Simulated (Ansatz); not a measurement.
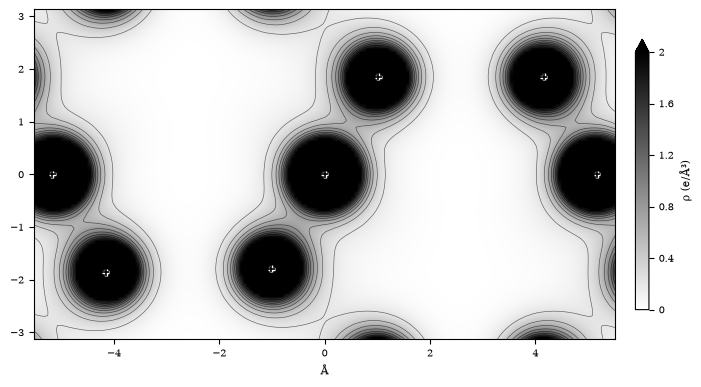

The valence electron density on a plane through atoms (crosses mark nuclei in the plane).

Method: DFT PBE+D3(BJ), scalar-relativistic, plane waves, PAW in Ansatz 0.2.0.

Candidates:
A. WSe₂, a = 3.52 Å, b = 5.68 Å, c = 12.79 Å, α = 90.00°, β = 90.00°, γ = 90.00°. Space group Cmcm; changed on purpose from its base cell (strain +0.0750 x Voigt [1, 0, 0, 0, 0, 0], atoms carried along); not relaxed (largest force 0.7 eV/Å); computed pressure about −8 GPa in this cell.
B. SnO₂, a = 3.21 Å, b = 3.21 Å, c = 10.34 Å, α = 90.00°, β = 90.00°, γ = 120.00°. Space group P1; a structure from a database of computed crystals, not necessarily the ambient phase; changed on purpose from its base cell (atom 3 (O) moved -0.067 A along Cartesian [1 1 0]); not relaxed (largest force 0.6 eV/Å).

### Which candidate gave the map?

Candidate B: SnO₂ on the (110) plane of the conventional cell, which holds Sn and O. Sn–O (2.06 Å): ρ at the midpoint is about 0.69 e/Å³. Sn–O (2.11 Å): the density is about 0.61 e/Å³ at the midpoint.
